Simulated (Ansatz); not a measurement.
## Run report: Al2O3, single-point calculation

System: Al2O3 (R-3c, 10 atoms in the cell).
Method: DFT PBE+D3(BJ), scalar-relativistic, plane waves, PAW, no spin polarisation (Ansatz 0.2.0).

The structure derives from an entry of the Crystallography Open Database. Figures and captions count atoms from 1; the log counts them from 0 in places.

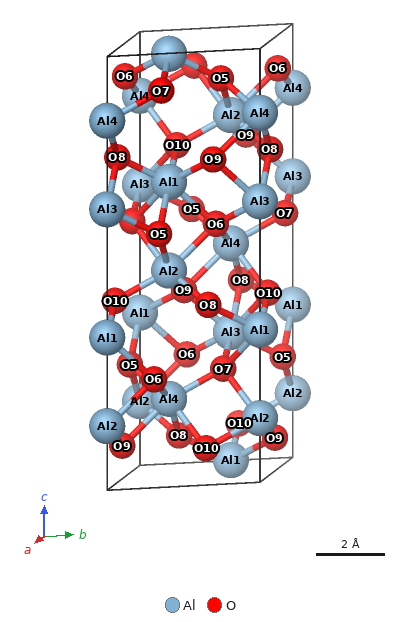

*The structure (ball-and-stick view of the cell 3 times as large as that of the calculation, set on its symmetry axes, seen slightly off an axis; atoms are numbered from 1 in the order of the input).*

Results in brief

- outcome: converged
- space group (tolerance 0.01 Å): R-3c (167)
- electrons treated: 48
- free energy: −5571.9188 eV
- Fermi energy: 10.859 eV
- gap on the k-point mesh: 6.22 eV
- pressure: 2.77 GPa
- largest force (length of the vector): 0.031 eV/Å
- hardware: 2 threads of Intel Xeon @ 2.70GHz, 189 GiB of memory available, shared host
- wall time: 4.2 s (CPU time 6.1 s)
- peak memory: 0.41 GiB

Input
```yaml
crystal:
  lattice:
    - [2.38025, 1.3742379782, 4.3318666667]
    - [-2.38025, 1.3742379782, 4.3318666667]
    - [0.0, -2.7484759565, 4.3318666667]
  atoms:
    - { symbol: Al, position: [0.35216, 0.35216, 0.35216] }
    - { symbol: Al, position: [0.14784, 0.14784, 0.14784] }
    - { symbol: Al, position: [0.64784, 0.64784, 0.64784] }
    - { symbol: Al, position: [0.85216, 0.85216, 0.85216] }
    - { symbol: O, position: [0.55668, 0.94332, 0.25] }
    - { symbol: O, position: [0.25, 0.55668, 0.94332] }
    - { symbol: O, position: [0.94332, 0.25, 0.55668] }
    - { symbol: O, position: [0.44332, 0.05668, 0.75] }
    - { symbol: O, position: [0.75, 0.44332, 0.05668] }
    - { symbol: O, position: [0.05668, 0.75, 0.44332] }
basis:
  ecutwfc: 420
kpoints:
  mp_grid: { grid: [6, 6, 6] }
hamiltonian:
  xc: pbe
  dispersion: d3bj
scf:
  occupations: { method: gaussian, width: 0.1 }
output:
  forces: true
  stress: true
  eigenvalues: true
```

Launch command:
```bash
ansatz run input.yaml --threads 2 --pin off --max-ram 5120MiB --backend cpu --events-out ev --progress --plain --runs-dir out
```

Log
```
Engine: ansatz 0.2.0, x86_64-unknown-linux-gnu
Pseudopotentials: kind: paw
Pseudopotential: Al, paw, valence charge 3, recommended cutoff 420 eV (normal), Al.paw.azcp
Pseudopotential: O, paw, valence charge 6, recommended cutoff 420 eV (normal), O.paw.azcp
Functional definition: PBE
  parameter kappa = 0.804
  parameter beta = 0.06672455060314922
  exchange = pbe_x(kappa = kappa, mu = beta*pi^2/3)
  correlation = pbe_c(beta = beta)
Crystal: 10 atoms, lattice volume = 85.018 Å³
Basis set: ecut = 420 eV, 1653 PW (Γ), exchange–correlation on 72×72×72 points (8 copies of the dense FFT grid, shifted against one another)
Bands: 34, of which v1, the nominal top of the filled ones, is band 24 counted from 1 (23 counted from 0)
Symmetry: 12 space group operations
Space group: R-3c (ITA 167), of the structure as read, at distance tolerance 4.4e-5 Å
k-points: 32 of 216
Non-local potential: Al, projectors of the file, l = 0: 2, l = 1: 2, l = 2: 1
Non-local potential: O, projectors of the file, l = 0: 2, l = 1: 2, l = 2: 1
PAW form: soft (Blöchl's): semilocal exchange-correlation on the pseudo side does not see the compensation charge
PAW one-centre angular grid: Al, 110 points (default); XC on 64 Gauss nodes
PAW one-centre angular grid: O, 110 points (default); XC on 64 Gauss nodes
Initial density: superposition of atomic densities (neutral atoms: chi_scale 0, normalization atom), corrected by the library's trained network
Initial wavefunctions: pseudopotential atomic-orbital guess
Functional: x = pbe(κ = 0.804, μ = 0.2195149727645171), c = pbe(β = 0.06672455060314922)
SCF iter   1: F=—  HF=-5571.916938 eV  |F-HF|=—  |Δ(HF+E_count)|=         —  Δρ=1.71e-3  dr2=1.20e-3  ethr=1.77e-3  ⟨swp⟩=7.7  Hψ=5780  notcnv=0  defer=8
preconditioner: auto → Resta (q_TF=auto, 2.480 Å⁻¹)  ε∞=3.5  [insulator: Δε(μ)=6.209 eV  Ē_g=17.587 eV  σ=0.100 eV  W_gap=1.00  n_scr=20 (ndim 8)  ℏωp=27.9 eV  f_vac=0.000  D(μ)=0.00/eV (n_scr^D=0)  ε∞_Penn≈3.5]
SCF iter   2: F=—  HF=-5571.918107 eV  |F-HF|=—  |Δ(HF+E_count)|=   1.17e-3  Δρ=8.73e-4  dr2=2.50e-4  ethr=2.51e-6  ⟨swp⟩=2.0  Hψ=2112  notcnv=0  defer=10
SCF iter   3: F=—  HF=-5571.918696 eV  |F-HF|=—  |Δ(HF+E_count)|=   5.89e-4  Δρ=2.75e-4  dr2=3.37e-5  ethr=5.20e-7  ⟨swp⟩=2.2  Hψ=1577  notcnv=0  defer=6
automatic band count: iteration 3 solves 33 bands in place of 34: the levels show a gap, and the empty bands left out lie too high to hold charge; the band table lists the bands solved (type scf.n_extra_bands for more)
SCF iter   4: F=—  HF=-5571.918783 eV  |F-HF|=—  |Δ(HF+E_count)|=   8.77e-5  Δρ=4.96e-5  dr2=1.07e-6  ethr=7.03e-8  ⟨swp⟩=2.0  Hψ=1573  notcnv=0  defer=6
iter 5 did not close the SCF: its close was put off for the readings that it lacked (scf_convergence_deferred on its scf_iter line)
SCF iter   5: F=-5571.918785 eV  HF=-5571.918785 eV  |F-HF|=3.79e-9  |Δ(HF+E_count)|=   1.18e-6  Δρ=8.35e-6  dr2=2.49e-8  ethr=2.23e-9  ⟨swp⟩=2.1  Hψ=1742  notcnv=0  defer=6
SCF iter   6: F=-5571.918785 eV  HF=-5571.918785 eV  |F-HF|=1.21e-9  |Δ(HF+E_count)|=   5.59e-9  Δρ=2.39e-6  dr2=2.69e-9  ethr=5.18e-11  ⟨swp⟩=7.3  Hψ=4385  notcnv=0
SCF 1 converged in 6 iterations: F = -5571.918785 eV  dr2 = 2.69e-9
  greatest PAW one-centre occupation: 0.859 electrons in one spin orbital (limit 2), on the O atom at site 9 (counted from 0), in its partial waves of l = 0
```

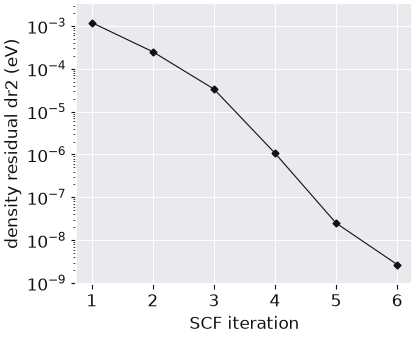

*Convergence of the self-consistent field: density residual dr2 against the SCF iteration.*

The residual falls at every step.

```
SCF converged after 6 iterations
Free energy (F): -5571.918785 eV
Harris-Foulkes:  -5571.918785 eV  (|F-HF|=1.21e-9)
Internal energy: -5571.918785 eV  (E = F + TS)
E sigma→0 (E₀):  -5571.918785 eV
Fermi energy:    10.859339 eV
--- Per-component energies (eV) ---
  E_band       = 66.965515
  E_kinetic    = 1184.757100
  E_local      = -1979.097971  (includes V_loc(G=0)·N_el)
  E_nonlocal   = 324.568318
  E_hartree    = 734.069817
  E_xc         = -613.961183
  E_vxc        = -697.573876  (∫ρ·V_xc dr)
  E_paw        = -2822.171556  (= ΣΔE_a)
  E_vpaw       = -233.841799  (= ΣTr[D̂ρ^β])
  E_aug_tail   = 0.015174  (compensation charges beyond the density's cutoff)
  E_ewald      = -2397.730569
  E_disp       = -2.367916  (pairwise vdW)
  E_smearing   = -0.000000  (= −TS)
  E_closure    = 0.000000  (closes the sum)
  Σ components = -5571.918785   (vs F -5571.918785, Δ=0.00e0)
--- Forces (eV/Å), atoms counted from 1 ---
  atom   1  Al    -0.00000000     0.00000000    -0.03072200
  atom   2  Al    -0.00000000    -0.00000000     0.03072200
  atom   3  Al     0.00000000    -0.00000000     0.03072200
  atom   4  Al     0.00000000     0.00000000    -0.03072200
  atom   5  O     -0.01973005    -0.00000000     0.00000000
  atom   6  O      0.00986503    -0.01708673    -0.00000000
  atom   7  O      0.00986503     0.01708673     0.00000000
  atom   8  O      0.01973005     0.00000000    -0.00000000
  atom   9  O     -0.00986503     0.01708673     0.00000000
  atom  10  O     -0.00986503    -0.01708673    -0.00000000
  max |Σ_I F_I| component: 6.94e-18 eV/Å
--- Stress (GPa, compression-positive) ---
        2.956398       0.000000       0.000000
        0.000000       2.956398       0.000000
        0.000000       0.000000       2.411108
  P = ⅓ Tr σ = 2.7746 GPa (27.746 kbar)
--- Band table (eV; the first three rows and the last of 32) ---
  k-point 0: bands = ["-11.4716", "-9.1461", "-8.8696", "-8.8696", "-8.5603", "-8.5603", "0.8525", "1.8529", "2.2121", "2.2121", "3.3378", "3.4265", "3.4265", "4.4322", "4.7927", "6.3208", "6.3208", "6.4517", "6.4517", "7.2533", "7.2533", "7.7066", "7.7066", "7.7509", "13.9678", "16.9105", "18.5126", "19.2897", "19.2897", "19.4641", "20.1390", "20.1390", "20.1849"]
  k-point 1: bands = ["-11.3284", "-9.2181", "-8.9531", "-8.8982", "-8.6275", "-8.5696", "1.0050", "1.6043", "2.0305", "2.7795", "2.8323", "3.3687", "4.3085", "4.9794", "5.0719", "5.8400", "6.2069", "6.3545", "6.5217", "6.8788", "7.0658", "7.4032", "7.6666", "7.7001", "14.5977", "17.4177", "18.0774", "18.9780", "19.0082", "19.2569", "20.2928", "20.3763", "20.6643"]
  k-point 2: bands = ["-10.9216", "-9.6771", "-8.9273", "-8.9003", "-8.7697", "-8.6326", "1.1892", "1.6342", "1.8839", "2.6786", "3.4488", "3.9326", "4.7117", "5.3388", "5.4525", "5.5899", "5.8990", "6.0088", "6.2977", "6.3795", "6.9074", "7.1998", "7.5192", "7.5646", "15.9118", "17.5684", "17.9221", "18.2813", "18.6814", "19.2348", "20.0345", "20.1490", "20.6271"]
  k-point 31: bands = ["-10.4766", "-10.4766", "-8.7342", "-8.7342", "-8.7342", "-8.7342", "2.1618", "2.1618", "3.3105", "3.3105", "3.3105", "3.3105", "3.6781", "3.6781", "5.4916", "5.4916", "5.7500", "5.7500", "5.7500", "5.7500", "7.3683", "7.3683", "7.3683", "7.3683", "16.4293", "16.4293", "18.8590", "18.8590", "20.2437", "20.2437", "20.4767", "20.4767", "20.4768"]
```

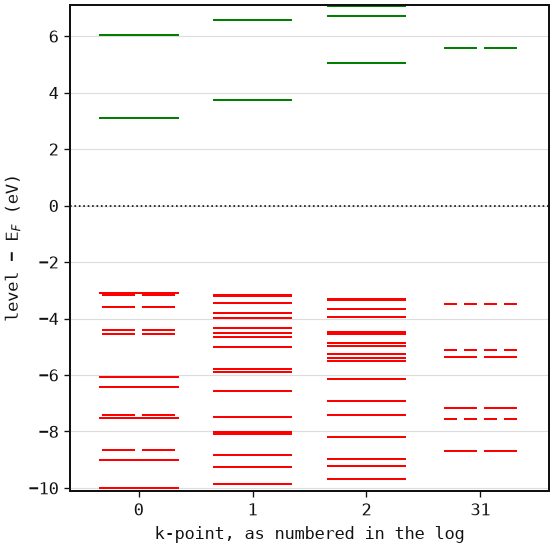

*Kohn–Sham levels near the Fermi level (dotted) at the few k-points that the log prints; levels within 0.02 eV of each other stand side by side.*

Among these points the highest filled and lowest empty levels are 6.22 eV apart, which is the gap on the mesh.
